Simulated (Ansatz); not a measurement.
## Geometry relaxation, with input and output: TaN (part 2 of 2)

The same run, continued: TaN (Cmmm, 6 atoms in the cell); DFT PBE, scalar-relativistic, plane waves, PAW, no spin polarisation (Ansatz 0.2.0); cutoff 420 eV, 4×4×6 k-mesh, Gaussian smearing of 0.1 eV. The structure was made by a generator, so it may or may not be a known phase.

Geometry of the input (Å; fractional positions):
```
2.6582  -4.4480  0.0000
2.6582  4.4480  0.0000
0.0000  0.0000  2.8685
Ta 0.0000  0.0000  0.0000
Ta 0.7089  0.2911  0.5000
Ta 0.2911  0.7089  0.5000
N  0.5000  0.5000  0.0000
N  -0.0000  0.5000  0.0000
N  0.5000  -0.0000  0.0000
```

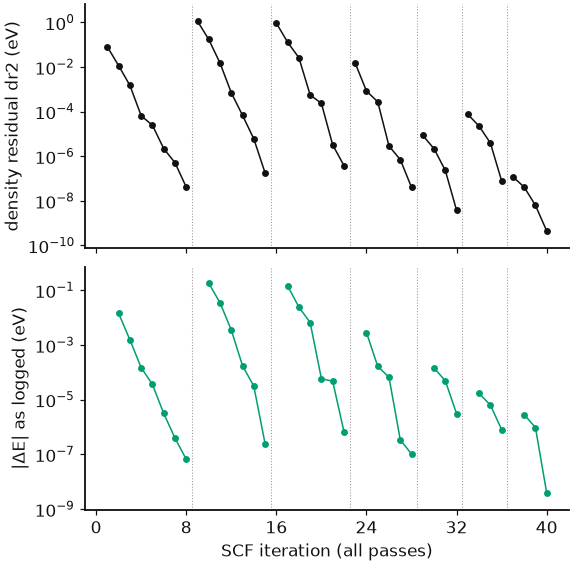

*Convergence of the self-consistent field: density residual dr2 and size of the energy change against the SCF iteration. The dotted lines part the SCF passes of the relaxation: geometry steps, rejected trials and re-solves on a re-selected basis.*

The 7 passes take 4 to 8 iterations each, 40 in all.

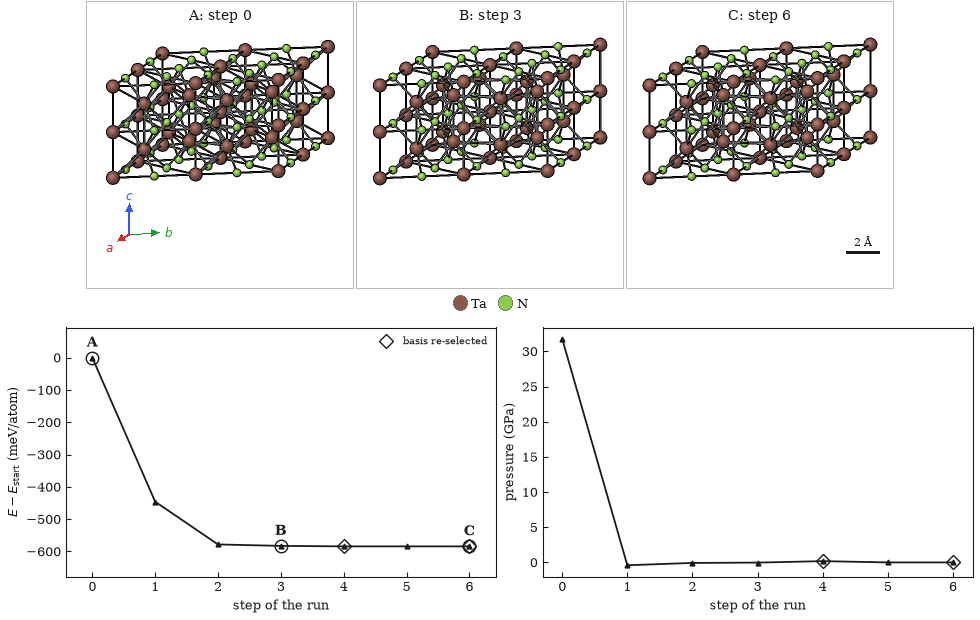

*Frames of the relaxation (ball-and-stick view of the cell of the calculation, repeated 2 × 2 × 2, seen slightly off an axis) above the curves, on which the letters mark them (the first geometry is step 0 here and step 1 in the log).*

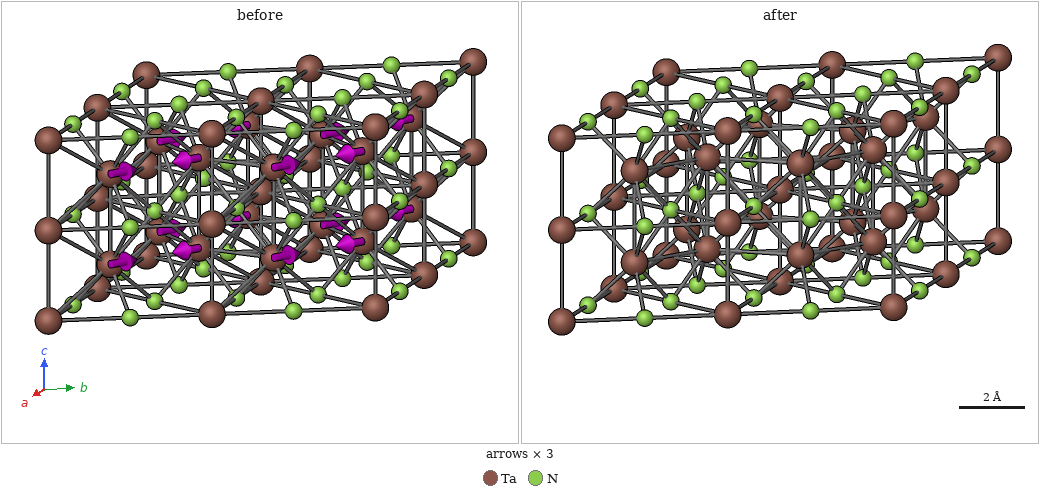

*Before (left) and after (right) the relaxation, at one scale (ball-and-stick view of the cell of the calculation, repeated 2 × 2 × 2, seen slightly off an axis). The pink arrows give the displacements (without the part carried along by the change of the cell), magnified 3 times.*

The largest moves relative to the cell, 0.39 Å, are those of Ta2 and Ta3. N stays in place. The volume changes by +3.6 %, with a = b 5.182 → 5.276 Å (+1.8 %), c 2.869 → 2.916 Å (+1.7 %), γ 118.3° → 120.0°. Distances before and after: Ta2–Ta3 3.717 → 3.046 Å, Ta1–Ta2 2.960 → 3.377 Å, Ta2–N4 2.348 → 2.108 Å, Ta2–N5 1.989 → 2.108 Å. Among the angles that change: Ta2–N4–Ta3 104.7° → 92.5°, Ta2–N4–Ta2 75.3° → 87.5°, Ta1–N6–Ta2 100.7° → 90.0°. The space group (tolerance 0.01 Å) goes from Cmmm (No. 65) to P6/mmm (No. 191). Over 4 geometry steps the energy falls by 584 meV per atom. The largest force component goes from 7.5 to 0.0012 eV/Å. Pressure: 31.78 GPa at the start and 0.00 GPa at the end. The basis was re-selected once at an unchanged geometry, which shifts the energy a little without any move. The energy change given includes the shifts at the re-selections in mid-walk, which come without any move. A last SCF at the same geometry on a re-selected plane-wave basis shifts the energy by next to nothing (0.0 meV per atom). (Atoms are counted from 1 in the order of the input.)

```
basis re-selected at this cell: Δ(F+E_penalty+E_count) = -2.261e-4 eV, ΔP = +0.001 GPa vs the last step (what re-selecting the basis moved, of the pressure what is left beyond the Pulay correction that the steps carried, after the strain that the cell walked since its last selection, with what the two solves' SCF thresholds leave and, on support functions, any second-order correction that the steps lacked; it is no measure of the basis error at this ecutwfc). This SCF's stress stands 6.70e-3 GPa from its target on what of the cell is left free (relax.cell.stress_tol is 4.00e-1 GPa) and its largest allowed force component is 1.19e-3 eV/Å (relax.f_tol is 4.00e-2 eV/Å): within both
SCF converged after 4 iterations
Free energy (F): -30953.055388 eV
Harris-Foulkes:  -30953.055388 eV  (|F-HF|=2.85e-9)
Internal energy: -30953.050212 eV  (E = F + TS)
E sigma→0 (E₀):  -30953.052800 eV
Entropy (-TS):   -0.005176 eV (-0.863 meV/atom)
Fermi energy:    18.945696 eV
--- Per-component energies (eV) ---
  E_band       = -252.825714
  E_kinetic    = 1493.147806
  E_local      = -2144.730056  (includes V_loc(G=0)·N_el)
  E_nonlocal   = 179.295080
  E_hartree    = 729.880539
  E_xc         = -837.269746
  E_vxc        = -843.652704  (∫ρ·V_xc dr)
  E_paw        = -25571.786014  (= ΣΔE_a)
  E_vpaw       = -396.647678  (= ΣTr[D̂ρ^β])
  E_aug_tail   = 0.000830  (compensation charges beyond the density's cutoff)
  E_ewald      = -4801.588651
  E_smearing   = -0.005176  (= −TS)
  E_closure    = 0.000000  (closes the sum)
  Σ components = -30953.055388   (vs F -30953.055388, Δ=0.00e0)
--- Forces (eV/Å), atoms counted from 1 ---
  atom   1  Ta     0.00000000    -0.00000000     0.00000000
  atom   2  Ta    -0.00000000     0.00118530     0.00000000
  atom   3  Ta     0.00000000    -0.00118530    -0.00000000
  atom   4  N      0.00000000     0.00000000     0.00000000
  atom   5  N      0.00000000     0.00000000     0.00000000
  atom   6  N     -0.00000000     0.00000000     0.00000000
  max |Σ_I F_I| component: 2.17e-19 eV/Å
--- Stress (GPa, compression-positive) ---
       -0.006700       0.000000       0.000000
        0.000000      -0.002378      -0.000000
        0.000000      -0.000000      -0.000086
  P = ⅓ Tr σ = -0.0031 GPa (-0.031 kbar)
--- Band table (eV; the first three rows and the last of 28) ---
  k-point 0: bands = ["-50.4170", "-50.3787", "-50.0611", "-17.2713", "-17.2712", "-16.9287", "-16.9287", "-16.6770", "-16.6200", "-16.6199", "-16.5622", "-15.8406", "0.6962", "3.7077", "3.7079", "8.8713", "11.8516", "11.8518", "12.9575", "12.9581", "13.4828", "15.7833", "15.8051", "15.8053", "16.3796", "16.7725", "17.6633", "17.6637", "19.7977", "19.7980", "19.8749", "20.9360", "20.9364"]
  k-point 1: bands = ["-50.4058", "-50.3678", "-50.0520", "-17.2347", "-17.2345", "-16.9099", "-16.8916", "-16.8916", "-16.7725", "-16.6137", "-16.6136", "-16.0033", "1.2648", "3.4724", "3.4727", "9.8215", "11.8465", "11.8466", "12.7237", "12.7240", "13.0180", "14.7709", "14.7711", "16.0024", "16.5114", "17.9121", "18.2004", "18.2007", "19.2108", "19.2109", "20.1743", "21.4056", "21.4059"]
  k-point 2: bands = ["-50.3832", "-50.3458", "-50.0339", "-17.3492", "-17.1732", "-17.1600", "-17.1599", "-16.8099", "-16.8099", "-16.6077", "-16.6077", "-16.3170", "2.5442", "3.0032", "3.0036", "11.1448", "11.3729", "11.3729", "12.0019", "12.4981", "12.4981", "14.4686", "14.4689", "16.7942", "17.1900", "17.1901", "18.2464", "19.1728", "19.1731", "20.3927", "21.2164", "21.7515", "21.7518"]
  k-point 27: bands = ["-50.3596", "-50.3472", "-50.0248", "-17.5089", "-17.4296", "-17.1443", "-17.0407", "-16.8610", "-16.7385", "-16.6123", "-16.5956", "-16.4525", "2.7966", "2.8929", "3.2886", "10.6255", "11.5734", "11.6016", "11.6633", "12.3632", "12.6338", "14.2008", "14.4926", "15.5441", "15.8733", "16.8316", "17.6375", "19.8842", "20.1476", "21.8792", "22.0604", "22.3876", "22.4495"]
--- Relaxed structure (5 steps of the walk, 5 accepted, 2 SCFs on fresh bases) ---
  F+E_penalty+E_count = -30953.05538842 eV   max|allowed force component| = 1.185e-3 eV/Å   (the final SCF, on the basis selected at the relaxed cell)
  cell:  # Å, volume = 70.2854 Å³
    - [2.6378894362702425, -4.568782045841953, -2.9714931642035294e-34]
    - [2.6378894362702425, 4.568782045841953, -2.9714931642035294e-34]
    - [-3.206552442219821e-34, -1.697142303717003e-86, 2.9159365632450918]
  atoms:
    - { symbol: Ta, position: [-1.7023282381122394e-34, -1.5579975188916176e-34, -4.49090592314925e-34] }
    - { symbol: Ta, position: [0.6666724071115064, 0.33332759288849356, 0.5] }
    - { symbol: Ta, position: [0.33332759288849356, 0.6666724071115064, 0.5] }
    - { symbol: N, position: [0.5, 0.5, 7.0908580772169685e-34] }
    - { symbol: N, position: [3.0053743077714584e-68, 0.5, 5.454304468469567e-34] }
    - { symbol: N, position: [0.5, 1.5006068054027786e-68, 2.978492598826064e-34] }
```

### Trajectory as extended XYZ (Å, eV, eV/Å), 7 frames, from step=1 to step=7
```
6
Lattice="2.6582 -4.4480 0.0000 2.6582 4.4480 0.0000 0.0000 0.0000 2.8685" Properties=species:S:1:pos:R:3:forces:R:3 step=1 energy=-30949.55013 pressure_GPa=31.78
Ta    0.0000    0.0000    0.0000    0.0000   0.0000   0.0000
Ta    2.6582   -1.8586    1.4343    0.0000   7.5158   0.0000
Ta    2.6582    1.8586    1.4343    0.0000  -7.5158   0.0000
N     2.6582    0.0000    0.0000    0.0000   0.0000   0.0000
N     1.3291    2.2240    0.0000    0.0000   0.0000   0.0000
N     1.3291   -2.2240    0.0000    0.0000   0.0000   0.0000
6
Lattice="2.6970 -4.4861 0.0000 2.6970 4.4861 0.0000 0.0000 0.0000 2.9416" Properties=species:S:1:pos:R:3:forces:R:3 step=2 energy=-30952.22480 pressure_GPa=-0.41
Ta    0.0000    0.0000    0.0000    0.0000   0.0000   0.0000
Ta    2.6970   -1.6780    1.4708    0.0000   4.0214   0.0000
Ta    2.6970    1.6780    1.4708    0.0000  -4.0214   0.0000
N     2.6970    0.0000    0.0000    0.0000   0.0000   0.0000
N     1.3485    2.2431    0.0000    0.0000   0.0000   0.0000
N     1.3485   -2.2431    0.0000    0.0000   0.0000   0.0000
6
Lattice="2.6609 -4.5251 0.0000 2.6609 4.5251 0.0000 0.0000 0.0000 2.9182" Properties=species:S:1:pos:R:3:forces:R:3 step=3 energy=-30953.01924 pressure_GPa=-0.07
Ta    0.0000    0.0000    0.0000    0.0000   0.0000   0.0000
Ta    2.6609   -1.4901    1.4591    0.0000  -0.7902   0.0000
Ta    2.6609    1.4901    1.4591    0.0000   0.7902   0.0000
N     2.6609    0.0000    0.0000    0.0000   0.0000   0.0000
N     1.3304    2.2625    0.0000    0.0000   0.0000   0.0000
N     1.3304   -2.2625    0.0000    0.0000   0.0000   0.0000
6
Lattice="2.6407 -4.5615 0.0000 2.6407 4.5615 0.0000 0.0000 0.0000 2.9156" Properties=species:S:1:pos:R:3:forces:R:3 step=4 energy=-30953.04608 pressure_GPa=-0.03
Ta    0.0000    0.0000    0.0000    0.0000   0.0000   0.0000
Ta    2.6407   -1.5215    1.4578    0.0000   0.0004   0.0000
Ta    2.6407    1.5215    1.4578    0.0000  -0.0004   0.0000
N     2.6407    0.0000    0.0000    0.0000   0.0000   0.0000
N     1.3204    2.2807    0.0000    0.0000   0.0000   0.0000
N     1.3204   -2.2807    0.0000    0.0000   0.0000   0.0000
6
Lattice="2.6407 -4.5615 0.0000 2.6407 4.5615 0.0000 0.0000 0.0000 2.9156" Properties=species:S:1:pos:R:3:forces:R:3 step=5 energy=-30953.05510 pressure_GPa=0.18
Ta    0.0000    0.0000    0.0000    0.0000   0.0000   0.0000
Ta    2.6407   -1.5215    1.4578    0.0000   0.0001   0.0000
Ta    2.6407    1.5215    1.4578    0.0000  -0.0001   0.0000
N     2.6407    0.0000    0.0000    0.0000   0.0000   0.0000
N     1.3204    2.2807    0.0000    0.0000   0.0000   0.0000
N     1.3204   -2.2807    0.0000    0.0000   0.0000   0.0000
6
Lattice="2.6379 -4.5688 0.0000 2.6379 4.5688 0.0000 0.0000 0.0000 2.9159" Properties=species:S:1:pos:R:3:forces:R:3 step=6 energy=-30953.05516 pressure_GPa=-0.00
Ta    0.0000    0.0000    0.0000    0.0000   0.0000   0.0000
Ta    2.6379   -1.5230    1.4580    0.0000   0.0012   0.0000
Ta    2.6379    1.5230    1.4580    0.0000  -0.0012   0.0000
N     2.6379    0.0000    0.0000    0.0000   0.0000   0.0000
N     1.3189    2.2844    0.0000    0.0000   0.0000   0.0000
N     1.3189   -2.2844    0.0000    0.0000   0.0000   0.0000
6
Lattice="2.6379 -4.5688 0.0000 2.6379 4.5688 0.0000 0.0000 0.0000 2.9159" Properties=species:S:1:pos:R:3:forces:R:3 step=7 energy=-30953.05539 pressure_GPa=-0.00
Ta    0.0000    0.0000    0.0000    0.0000   0.0000   0.0000
Ta    2.6379   -1.5230    1.4580    0.0000   0.0012   0.0000
Ta    2.6379    1.5230    1.4580    0.0000  -0.0012   0.0000
N     2.6379    0.0000    0.0000    0.0000   0.0000   0.0000
N     1.3189    2.2844    0.0000    0.0000   0.0000   0.0000
N     1.3189   -2.2844    0.0000    0.0000   0.0000   0.0000
```

### Results in brief

| quantity | value |
| --- | --- |
| outcome | converged |
| space group (tolerance 0.01 Å) | Cmmm (65) → P6/mmm (191) |
| electrons treated | 54 |
| free energy | −30953.0554 eV |
| Fermi energy | 18.946 eV |
| gap on the k-point mesh | none (metallic) |
| pressure | 0.00 GPa |
| final volume | 70.29 Å³ |
| largest force (length of the vector) at the end | 0.001 eV/Å |
| final cell | a = 5.276 Å, b = 5.276 Å, c = 2.916 Å, α = 90.00°, β = 90.00°, γ = 120.00° |
| hardware | 1 thread of Intel Xeon @ 2.50GHz (Skylake/Cascade Lake), 189 GiB of memory available, shared host |
| wall time | 58 s |
| peak memory | 0.39 GiB |

### Remarks

Spin–orbit coupling is left out, which matters for Ta.
